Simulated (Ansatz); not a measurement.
A periodic structure is given below.

```xyz
5
Lattice="3.9699 0.0000 0.0000 0.0000 3.9699 0.0000 0.0000 0.0000 3.9699" Properties=species:S:1:pos:R:3 pbc="T T T"
Ba    1.9849    1.9849    1.9849
Ti    0.0000    0.0000    0.0000
O     1.9849    0.0000    0.0000
O     0.0000    1.9849    0.0000
O     0.0000    0.0000    1.9849
```

**Interpret the file: composition, symmetry and coordination.**

The stoichiometry is BaTiO3. The atoms follow space group Pm-3m (No. 221); the Bravais lattice is primitive cubic. Type of structure: cubic perovskite. Counting shared atoms by their share gives 1 Ba, 1 Ti, 3 O, or 5 atoms. The polyhedra are TiO6 octahedra; they share corners. Each Ba atom is coordinated by twelve O in a cuboctahedral arrangement at 2.81 Å. The neighbours of Ti are six O in an octahedral arrangement at 1.98 Å. The coordination shell of O holds four Ba and two Ti in a distorted octahedral arrangement (2.81 Å to Ba, 1.98 Å to Ti). The bonds build a three-dimensional framework.

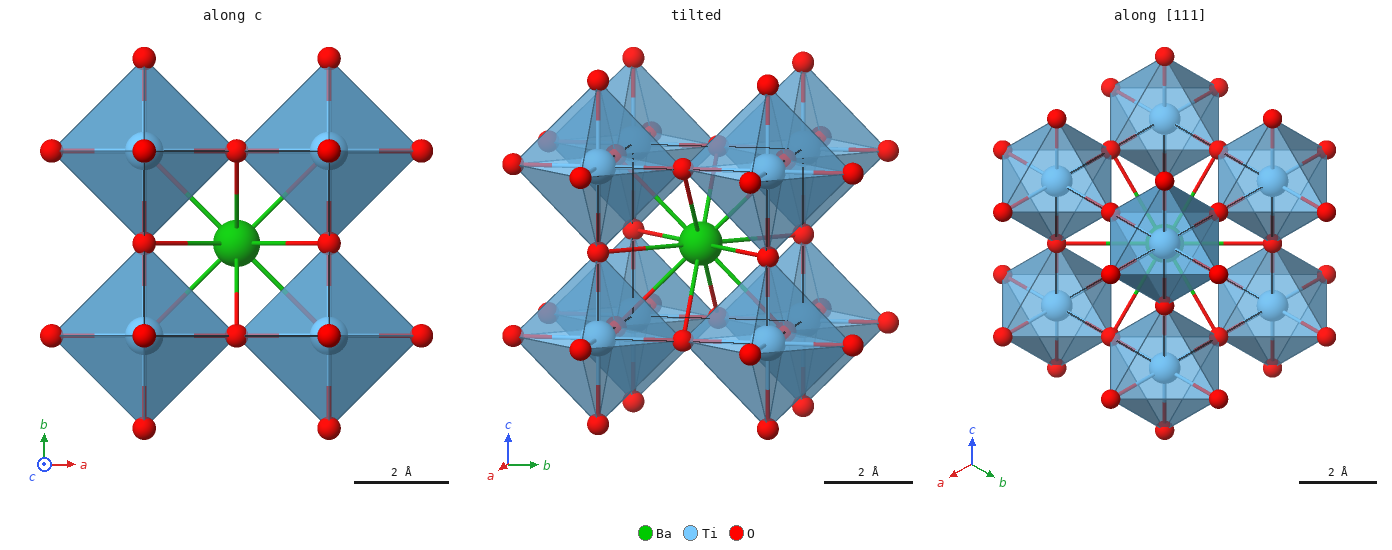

Polyhedral representation of a periodic structure, projected along the c axis, slightly off an axis and along [111]. One conventional unit cell is framed, with atoms on its boundary repeated. A few atoms beyond the faces are included. Colours: barium green, titanium blue, oxygen red.

Origin of the cell: a structure listed in the Materials Project, with elements exchanged, so it need not be a known form of the compound. The geometry is the end of a relaxation with DFT PBEsol, scalar-relativistic, plane waves, PAW in Ansatz.
